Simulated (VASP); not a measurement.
**Ca: geometry relaxation**

Ca (Fm-3m, 1 atom in the cell), computed with Kohn-Sham DFT of a periodic cell, PBE, VASP PAW PBE potentials, recommended, no spin polarisation (VASP 6.6.1).

The structure derives from an entry of the Crystallography Open Database.

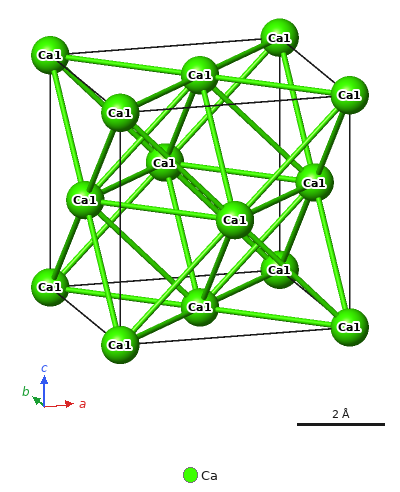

**Figure 1.** The starting structure (ball-and-stick view of the cell 4 times as large as that of the calculation, set on its symmetry axes, seen slightly off an axis; atoms are numbered from 1 in the order of the input). Near neighbours in the crystal (not all of them lie inside the picture): Ca has 12 Ca at 3.91 Å.

## INCAR
```
PREC     = Accurate       # precision mode
ENCUT    = 600            # plane-wave cutoff, eV
EDIFF    = 1E-7           # SCF threshold, eV
ISMEAR   = 1              # smearing method
SIGMA    = 0.1            # smearing width, eV
LREAL    = F              # projectors in reciprocal space
LASPH    = T              # aspherical terms in the spheres
NELM     = 80             # most SCF steps
ALGO     = Normal         # electronic algorithm
ISIF     = 3              # what is computed and relaxed
LWAVE    = F              # write WAVECAR
LCHARG   = F              # write CHGCAR
GGA      = PE             # functional
IBRION   = 2              # ionic algorithm
NSW      = 90             # ionic steps
EDIFFG   = -0.005         # ionic threshold
KPAR     = 2
```

## KPOINTS
```
Automatic mesh
0
Gamma
  12 12 12
```

## POSCAR
```
Ca                                      
1.0
    0.0000000000      2.7640888209      2.7640888209
    2.7640888209      0.0000000000      2.7640888209
    2.7640888209      2.7640888209     -0.0000000000
  Ca            
     1
Direct
     0.0000000000000000    0.0000000000000000    0.0000000000000000
```

Run on 2 threads of Intel Xeon (Sapphire Rapids), 256 GiB of memory available, shared host.

Command:
```bash
cat potpaw_PBE.64/Ca_sv/POTCAR > POTCAR
mpirun -np 2 vasp_std > vasp.out
```

## OSZICAR
```
N       E                     dE             d eps       ncg     rms          rms(c)
DAV:   1     0.704181101524E+02    0.70418E+02   -0.53898E+03  1296   0.111E+03
DAV:   2    -0.500428872421E+00   -0.70919E+02   -0.70683E+02  1331   0.240E+02
DAV:   3    -0.188158405031E+01   -0.13812E+01   -0.13713E+01  2045   0.357E+01
DAV:   4    -0.193598622499E+01   -0.54402E-01   -0.54392E-01  1936   0.525E+00
DAV:   5    -0.193748793250E+01   -0.15017E-02   -0.15015E-02  2072   0.524E-01    0.220E+00
DAV:   6    -0.192994188804E+01    0.75460E-02   -0.12217E-02  1741   0.139E+00    0.134E+00
DAV:   7    -0.192783913769E+01    0.21028E-02   -0.17243E-02  1646   0.182E+00    0.103E-01
DAV:   8    -0.192740587503E+01    0.43326E-03   -0.21555E-03  1654   0.495E-01    0.206E-02
DAV:   9    -0.192741690353E+01   -0.11029E-04   -0.10730E-04  1944   0.841E-02    0.458E-03
DAV:  10    -0.192741722635E+01   -0.32281E-06   -0.74343E-06  1821   0.296E-02    0.876E-04
DAV:  11    -0.192741671516E+01    0.51119E-06   -0.31006E-07  2033   0.602E-03    0.341E-04
DAV:  12    -0.192741665476E+01    0.60395E-07   -0.19326E-08   918   0.117E-03
   1 F= -.19274167E+01 E0= -.19271594E+01  d E =-.192742E+01
       N       E                     dE             d eps       ncg     rms          rms(c)
DAV:   1    -0.192750620022E+01   -0.89485E-04   -0.25640E-03  1404   0.611E-01    0.563E-02
DAV:   2    -0.192743989979E+01    0.66300E-04   -0.23402E-04  1426   0.192E-01    0.298E-02
DAV:   3    -0.192742214323E+01    0.17757E-04   -0.14284E-04  1745   0.109E-01    0.101E-02
DAV:   4    -0.192742186189E+01    0.28135E-06   -0.11757E-05  1546   0.408E-02    0.474E-03
DAV:   5    -0.192742202099E+01   -0.15910E-06   -0.30457E-06  2038   0.932E-03    0.215E-03
DAV:   6    -0.192742151316E+01    0.50783E-06   -0.29655E-07  1929   0.365E-03    0.483E-04
DAV:   7    -0.192742140019E+01    0.11297E-06   -0.36269E-08   854   0.217E-03    0.613E-04
DAV:   8    -0.192742164056E+01   -0.24036E-06   -0.32288E-08   736   0.159E-03    0.328E-05
DAV:   9    -0.192742163742E+01    0.31318E-08   -0.11456E-08   722   0.745E-04
   2 F= -.19274216E+01 E0= -.19271663E+01  d E =-.498266E-05
```

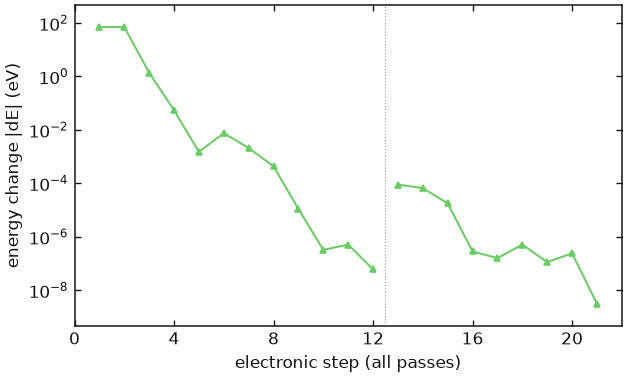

**Figure 2.** Convergence of the self-consistent field: energy change |dE| against the electronic step. Each stretch between dotted lines is the SCF of one geometry step of a relaxation. The 2 ionic steps take 9 to 12 electronic steps each. The density is held fixed in the first few steps, and dE rises again when its update begins.

## Parts of OUTCAR
```
PREC = Accurate
   ENCUT = 600
   EDIFF = 1E-7
   ISMEAR = 1
   LREAL = F
   LASPH = T
   NELM = 80
   ISIF = 3
   GGA = PE
   IBRION = 2
   NSW = 90
   EDIFFG = -0.005

 ion  position               nearest neighbor table
   1  0.000  0.000  0.000-

  LATTYP: Found a face centered cubic cell.
 ALAT       =     5.5281776418

  Lattice vectors:

 A1 = (   0.0000000000,   2.7640888209,   2.7640888209)
 A2 = (   2.7640888209,   0.0000000000,   2.7640888209)
 A3 = (   2.7640888209,   2.7640888209,   0.0000000000)

Analysis of symmetry for initial positions (statically):
=====================================================================
 Subroutine PRICEL returns:
 Original cell was already a primitive cell.

 Routine SETGRP: Setting up the symmetry group for a
 face centered cubic supercell.

 Subroutine GETGRP returns: Found 48 space group operations
 (whereof 48 operations were pure point group operations)
 out of a pool of 48 trial point group operations.

The static configuration has the point symmetry O_h .

Analysis of symmetry for dynamics (positions and initial velocities):
=====================================================================
 Subroutine PRICEL returns:
 Original cell was already a primitive cell.

 Routine SETGRP: Setting up the symmetry group for a
 face centered cubic supercell.

 Subroutine GETGRP returns: Found 48 space group operations
 (whereof 48 operations were pure point group operations)
 out of a pool of 48 trial point group operations.

The dynamic configuration has the point symmetry O_h .

 Subroutine INISYM returns: Found 48 space group operations
 (whereof 48 operations are pure point group operations),
 and found     1 'primitive' translations

----------------------------------------------------------------------------------------

                                     Primitive cell

  volume of cell :      42.2363

  direct lattice vectors                    reciprocal lattice vectors
     0.000000000  2.764088821  2.764088821    -0.180891437  0.180891437  0.180891437
     2.764088821  0.000000000  2.764088821     0.180891437 -0.180891437  0.180891437
     2.764088821  2.764088821  0.000000000     0.180891437  0.180891437 -0.180891437

  length of vectors
     3.909011898  3.909011898  3.909011898     0.313313160  0.313313160  0.313313160

  position of ions in fractional coordinates (direct lattice)
     0.000000000  0.000000000  0.000000000

  ion indices of the primitive-cell ions
   primitive index   ion index
                 1           1

----------------------------------------------------------------------------------------

 KPOINTS: Automatic mesh

Automatic generation of k-mesh.
 Grid dimensions read from file:
 generate k-points for:   12   12   12

 Generating k-lattice:

  Cartesian coordinates                     Fractional coordinates (reciprocal lattice)
    -0.015074286  0.015074286  0.015074286     0.083333333  0.000000000  0.000000000
     0.015074286 -0.015074286  0.015074286     0.000000000  0.083333333  0.000000000
     0.015074286  0.015074286 -0.015074286     0.000000000  0.000000000  0.083333333

  Length of vectors
     0.026109430  0.026109430  0.026109430

  Shift w.r.t. Gamma in fractional coordinates (k-lattice)
     0.000000000  0.000000000  0.000000000

 Subroutine IBZKPT returns following result:
 ===========================================

 Found     72 irreducible k-points:

 Following reciprocal coordinates:
            Coordinates               Weight
  0.000000  0.000000  0.000000      1.000000
  0.083333  0.000000  0.000000      8.000000
  0.166667  0.000000  0.000000      8.000000
  0.250000  0.000000  0.000000      8.000000
  0.333333  0.000000  0.000000      8.000000
  0.416667  0.000000  0.000000      8.000000
  0.500000  0.000000  0.000000      4.000000
  0.083333  0.083333  0.000000      6.000000
  0.166667  0.083333  0.000000     24.000000
  0.250000  0.083333  0.000000     24.000000
  0.333333  0.083333  0.000000     24.000000
  0.416667  0.083333  0.000000     24.000000
  0.500000  0.083333  0.000000     24.000000
 -0.416667  0.083333  0.000000     24.000000
 -0.333333  0.083333  0.000000     24.000000
 -0.250000  0.083333  0.000000     24.000000
 -0.166667  0.083333  0.000000     24.000000
 -0.083333  0.083333  0.000000     12.000000
  0.166667  0.166667  0.000000      6.000000
  0.250000  0.166667  0.000000     24.000000
  0.333333  0.166667  0.000000     24.000000
  0.416667  0.166667  0.000000     24.000000
  0.500000  0.166667  0.000000     24.000000
 -0.416667  0.166667  0.000000     24.000000
 [... further k-points ...]
   k-points           NKPTS =     72   k-points in BZ     NKDIM =     72   number of bands    NBANDS=      9
   number of dos      NEDOS =    301   number of ions     NIONS =      1
   total plane-waves  NPLWV =  32768
   dimension x,y,z NGX =    32 NGY =   32 NGZ =   32
   dimension x,y,z NGXF=    64 NGYF=   64 NGZF=   64
   ions per type =               1
   NGX,Y,Z   is equivalent  to a cutoff of  13.61, 13.61, 13.61 a.u.
   NGXF,Y,Z  is equivalent  to a cutoff of  27.22, 27.22, 27.22 a.u.
 SYSTEM =  unknown system
   PREC   = accura    normal or accurate (medium, high low for compatibility)
   ISTART =      0    job   : 0-new  1-cont  2-samecut
   ICHARG =      2    charge: 1-file 2-atom 10-const
   ISPIN  =      1    spin polarized calculation?
   LNONCOLLINEAR =      F non collinear calculations
   LSORBIT =      F    spin-orbit coupling
   LASPH  =      T    aspherical Exc in radial PAW
   ENCUT  =  600.0 eV  44.10 Ry    6.64 a.u.   7.81  7.81  7.81*2*pi/ulx,y,z
   NELM   =     80;   NELMIN=  2; NELMDL= -5     # of ELM steps
   EDIFF  = 0.1E-06   stopping-criterion for ELM
   LREAL  =      F    real-space projection
   EDIFFG = -.5E-02   stopping-criterion for IOM
   NSW    =     90    number of steps for IOM
   IBRION =      2    ionic relax: 0-MD 1-quasi-New 2-CG
   NFREE  =      1    steps in history (QN), initial steepest desc. (CG)
   ISIF   =      3    stress and relaxation
   ISYM   =      2    0-nonsym 1-usesym 2-fastsym
   POTIM  = 0.5000    time-step for ionic-motion
   TEBEG  =    0.0;   TEEND  =   0.0 temperature during run
   PSTRESS=    0.0 pullay stress
   NELECT =      10.0000    total number of electrons
   NUPDOWN=      -1.0000    fix difference up-down
   EMIN   =  10.00;   EMAX   =-10.00  energy-range for DOS
   EFERMI =   0.00;   METHOD = LEGACY
   ISMEAR =     1;   SIGMA  =   0.10  broadening in eV -4-tet -1-fermi 0-gaus
   EFERMI_NEDOS =   21; number of points for ismear=-14 and -15
   IALGO  =     38    algorithm
   IMIX   =      4    mixing-type and parameters
     AMIX     =   0.40;   BMIX     =  1.00
     AMIX_MAG =   1.60;   BMIX_MAG =  1.00
  volume/ion in A,a.u.               =      42.24       285.02
  Fermi-wavevector in a.u.,A,eV,Ry     =   1.012775  1.913867 13.955667  1.025713
  Thomas-Fermi vector in A             =   2.145904
   LORBIT       =      0    0 simple, 1 ext, 2 COOP (PROOUT), +10 PAW based schemes
   GGA     = PE    functional components
   LHFCALC =     F    Hartree Fock is set to
   AEXX    =    0.0000 exact exchange contribution
   IVDW    =     0    specifies the selected vdW correction
   LEPSILON=     F    determine dielectric tensor
   LRPA    =     F    only Hartree local field effects (RPA)
 conjugate gradient relaxation of ions
 non-spin polarized calculation
 Methfessel and Paxton  Order N= 1 SIGMA  =   0.10
  energy-cutoff  :      600.00
  volume of cell :       42.24
 maximum number of plane-waves:      1424
   NGX = 15   NGY = 15   NGZ = 15

--------------------------------------- Ionic step        1  -------------------------------------------

 number of electron      10.0000001 magnetization

 Free energy of the ion-electron system (eV)
  ---------------------------------------------------
  ext. energy  EPLUGINS =         0.00000000
  ---------------------------------------------------
  free energy    TOTEN  =        -1.92741665 eV

  energy without entropy =       -1.92664491  energy(sigma->0) =       -1.92715941

------------------------ aborting loop because EDIFF is reached ----------------------------------------

  FORCE on cell =-STRESS in cart. coord.  units (eV):
  Direction    XX          YY          ZZ          XY          YZ          ZX
  --------------------------------------------------------------------------------------
  -------------------------------------------------------------------------------------
  Total        0.0073725      0.0073725      0.0073725      0.0000000     -0.0000000      0.0000000
  in kB        0.2796654      0.2796654      0.2796654      0.0000000     -0.0000000      0.0000000
  external PRESSURE =       0.2796654 kB  Pullay stress =       0.0000000 kB

 VOLUME and BASIS-vectors are now :
 -----------------------------------------------------------------------------
  energy-cutoff  :      600.00
  volume of cell :       42.24
      direct lattice vectors                 reciprocal lattice vectors
     0.000000000  2.764088821  2.764088821    -0.180891437  0.180891437  0.180891437
     2.764088821  0.000000000  2.764088821     0.180891437 -0.180891437  0.180891437
     2.764088821  2.764088821  0.000000000     0.180891437  0.180891437 -0.180891437

 POSITION                                       TOTAL-FORCE (eV/Angst)
 -----------------------------------------------------------------------------------
      0.00000      0.00000      0.00000         0.000000      0.000000     -0.000000
 -----------------------------------------------------------------------------------
    total drift:                                0.000000      0.000000      0.000000

  FREE ENERGIE OF THE ION-ELECTRON SYSTEM (eV)
  ---------------------------------------------------
  free  energy   TOTEN  =        -1.9274166548 eV

  energy  without entropy=       -1.9266449136  energy(sigma->0) =       -1.92715941

--------------------------------------- Ionic step        2  -------------------------------------------

 number of electron      10.0000001 magnetization

 Free energy of the ion-electron system (eV)
  ---------------------------------------------------
  ext. energy  EPLUGINS =         0.00000000
  ---------------------------------------------------
  free energy    TOTEN  =        -1.92742164 eV

  energy without entropy =       -1.92665559  energy(sigma->0) =       -1.92716629

 E-fermi :   1.9511     XC(G=0):  -7.7303     alpha+bet : -7.0757

 val. band max:        1.9493487235   @ k =  -0.4167   0.1667   0.0000
 cond. band min:       1.9590778998   @ k =  -0.3333   0.3333   0.1667
 fundamental gap:      0.0097291764
 Fermi energy:         1.9510725279

 k-point     1 :       0.0000    0.0000    0.0000
  band No.  band energies     occupation
      1     -40.0737      2.00000
      2     -20.9909      2.00000
      3     -20.9909      2.00000
      4     -20.9909      2.00000
      5      -2.0702      2.00000
      6       4.2845      0.00000
      7       4.2845      0.00000
      8       4.2845      0.00000
      9       5.3517      0.00000

 k-point     2 :       0.0833    0.0000    0.0000
  band No.  band energies     occupation
      1     -40.0728      2.00000
      2     -21.0003      2.00000
      3     -20.9922      2.00000
      4     -20.9922      2.00000
      5      -1.9516      2.00000
      6       4.1570      0.00000
      7       4.3293      0.00000
      8       4.3293      0.00000
      9       5.3130      0.00000

 k-point     3 :       0.1667    0.0000    0.0000
  band No.  band energies     occupation
      1     -40.0703      2.00000
      2     -21.0256      2.00000
      3     -20.9957      2.00000
      4     -20.9957      2.00000
      5      -1.6038      2.00000
      6       3.8226     -0.00000
      7       4.4171      0.00000
      8       4.4171      0.00000
      9       5.2623      0.00000

 k-point     4 :       0.2500    0.0000    0.0000
  band No.  band energies     occupation
      1     -40.0670      2.00000
      2     -21.0600      2.00000
      3     -21.0004      2.00000
      4     -21.0004      2.00000
      5      -1.0519      2.00000
      6       3.3673     -0.00000
      7       4.4186      0.00000
      8       4.4186      0.00000
      9       5.3623      0.00000

 k-point     5 :       0.3333    0.0000    0.0000
  band No.  band energies     occupation
      1     -40.0636      2.00000
      2     -21.0942      2.00000
      3     -21.0052      2.00000
      4     -21.0052      2.00000
      5      -0.3423      2.00000
      6       2.8372     -0.00000
      7       4.3139      0.00000
      8       4.3139      0.00000
      9       5.6351      0.00000

 [... the levels of 18 k-points are left out ...]

 k-point    24 :      -0.4167    0.1667    0.0000
  band No.  band energies     occupation
      1     -40.0589      2.00000
      2     -21.1152      2.00000
      3     -21.0345      2.00000
      4     -21.0150      2.00000
      5       1.2553      2.00000
      6       1.9493      1.02917
      7       3.6854     -0.00000
      8       4.4455      0.00000
      9       5.8779      0.00000

 [... further k-points ...]

------------------------ aborting loop because EDIFF is reached ----------------------------------------

  FORCE on cell =-STRESS in cart. coord.  units (eV):
  Direction    XX          YY          ZZ          XY          YZ          ZX
  --------------------------------------------------------------------------------------
  -------------------------------------------------------------------------------------
  Total        0.0023337      0.0023337      0.0023337      0.0000000      0.0000000     -0.0000000
  in kB        0.0884304      0.0884304      0.0884304      0.0000000      0.0000000     -0.0000000
  external PRESSURE =       0.0884304 kB  Pullay stress =       0.0000000 kB

 VOLUME and BASIS-vectors are now :
 -----------------------------------------------------------------------------
  energy-cutoff  :      600.00
  volume of cell :       42.28
      direct lattice vectors                 reciprocal lattice vectors
    -0.000000000  2.765071920  2.765071920    -0.180827123  0.180827123  0.180827123
     2.765071920  0.000000000  2.765071920     0.180827123 -0.180827123  0.180827123
     2.765071920  2.765071920 -0.000000000     0.180827123  0.180827123 -0.180827123

 POSITION                                       TOTAL-FORCE (eV/Angst)
 -----------------------------------------------------------------------------------
      2.76507      0.00000      2.76507         0.000000     -0.000000     -0.000000
 -----------------------------------------------------------------------------------
    total drift:                                0.000000      0.000000      0.000000

  FREE ENERGIE OF THE ION-ELECTRON SYSTEM (eV)
  ---------------------------------------------------
  free  energy   TOTEN  =        -1.9274216374 eV

  energy  without entropy=       -1.9266555906  energy(sigma->0) =       -1.92716629

 reached required accuracy - stopping structural energy minimisation
```

## CONTCAR
```
Ca
   1.00000000000000
    -0.0000000000000000    2.7650719202216436    2.7650719202216436
     2.7650719202216436    0.0000000000000000    2.7650719202216436
     2.7650719202216436    2.7650719202216436   -0.0000000000000000
  Ca
     1
Direct
     0.0000000000000000    1.0000000000000000    0.0000000000000000

  0.00000000E+00  0.00000000E+00  0.00000000E+00
```

## Trajectory as extended XYZ (Å, eV, eV/Å), 2 frames, from step=0 to step=1
```
1
Lattice="0.0000 2.7641 2.7641 2.7641 0.0000 2.7641 2.7641 2.7641 0.0000" Properties=species:S:1:pos:R:3:forces:R:3 step=0 energy=-1.92742
Ca    0.0000    0.0000    0.0000    0.0000   0.0000   0.0000
1
Lattice="-0.0000 2.7651 2.7651 2.7651 0.0000 2.7651 2.7651 2.7651 -0.0000" Properties=species:S:1:pos:R:3:forces:R:3 step=1 energy=-1.92742
Ca    2.7651    0.0000    2.7651    0.0000   0.0000   0.0000
```

## Results in brief

| quantity | value |
| --- | --- |
| outcome | converged |
| space group (tolerance 0.01 Å) | Fm-3m (225) |
| electrons treated | 10 |
| free energy | −1.9274 eV |
| Fermi energy | 1.951 eV |
| gap on the k-point mesh | none (metallic) |
| pressure | 0.01 GPa |
| final volume | 42.28 Å³ |
| largest force (length of the vector) at the end | under 0.001 eV/Å |
| final cell | a = 3.910 Å, b = 3.910 Å, c = 3.910 Å, α = 60.00°, β = 60.00°, γ = 60.00° |
| wall time | 22 s (CPU time 40 s) |
| peak memory | 0.18 GiB |
